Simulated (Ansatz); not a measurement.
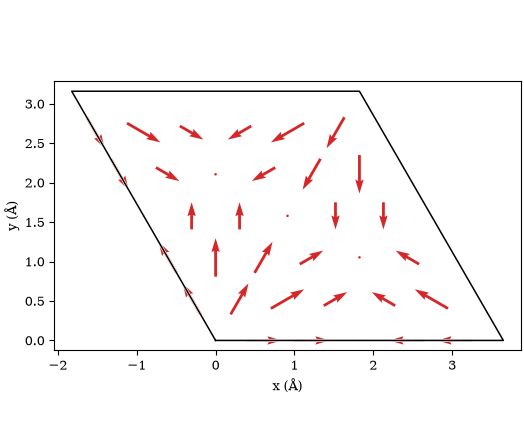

A bilayer of two ZrS₂ sheets (1T type), the upper one turned by 180 degrees about the normal (6 atoms in the cell). The upper layer of a bilayer is slid over the lower one; relaxed at each slide: nothing; the origin of the map has S4 above S3; the distance between the facing planes is held at 3.29 Å. Places are given modulo a cell vector. The map is drawn in real space over the plane of the slide. The scan uses a 6 × 6 grid; 7 points were computed and 29 follow by symmetry. At a held distance the lowest stacking need not be the one that binds best once the distance relaxes. Level of theory: DFT PBE+D3(BJ), scalar-relativistic, plane waves, PAW in Ansatz. Settings: cutoff 420 eV, k-mesh 9×9×1, gaussian smearing 0.05 eV, no spin polarisation.

Drawn: arrows along the force (downhill), their lengths compressed, the outline of one cell of the plane.

The arrows alone are given. Where are the wells?

Answer. The arrows converge at (2/6, 4/6) of the cell vectors; (4/6, 2/6) of the cell vectors (read from the interpolated surface).

The energy map of the same scan:

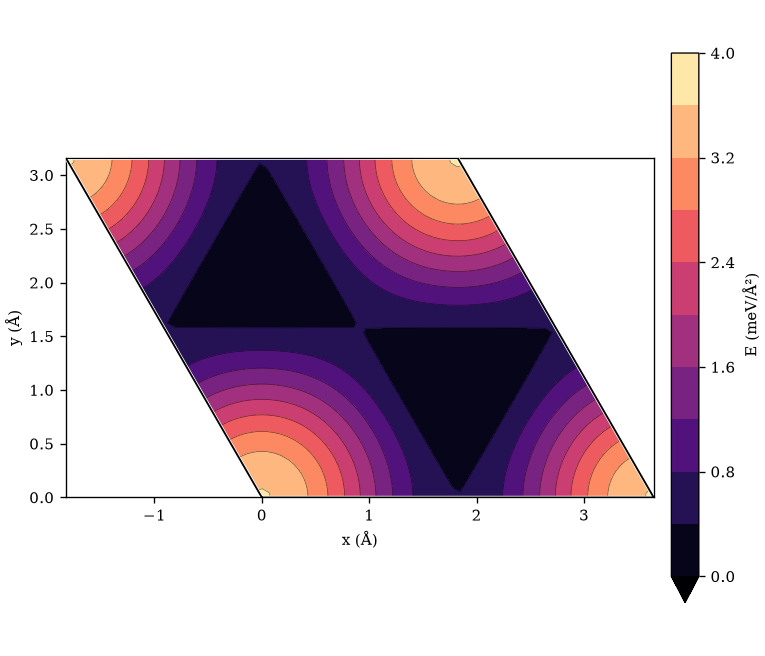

Energies are in meV/Å², from the lowest grid point; between grid points the surface is interpolated.
